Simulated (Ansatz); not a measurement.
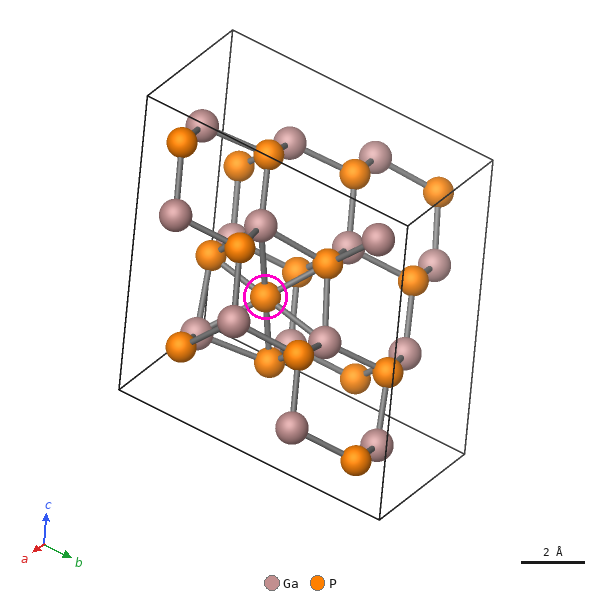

We look at a ball-and-stick model of the crystal slightly off an axis. The frame is the supercell; atoms at its boundary are shown with their periodic copies. The host is GaP, in a cell of 32 sites, and the cell carries a charge of +1. A ring marks the defect's site.

### Spot the defect.

An interstitial phosphorus atom. It is bonded to three Ga and three P (about 2.5 Å to Ga, 2.3 Å to P).

The atoms were relaxed in the host's cell with DFT PBE, scalar-relativistic, plane waves, PAW (Ansatz).
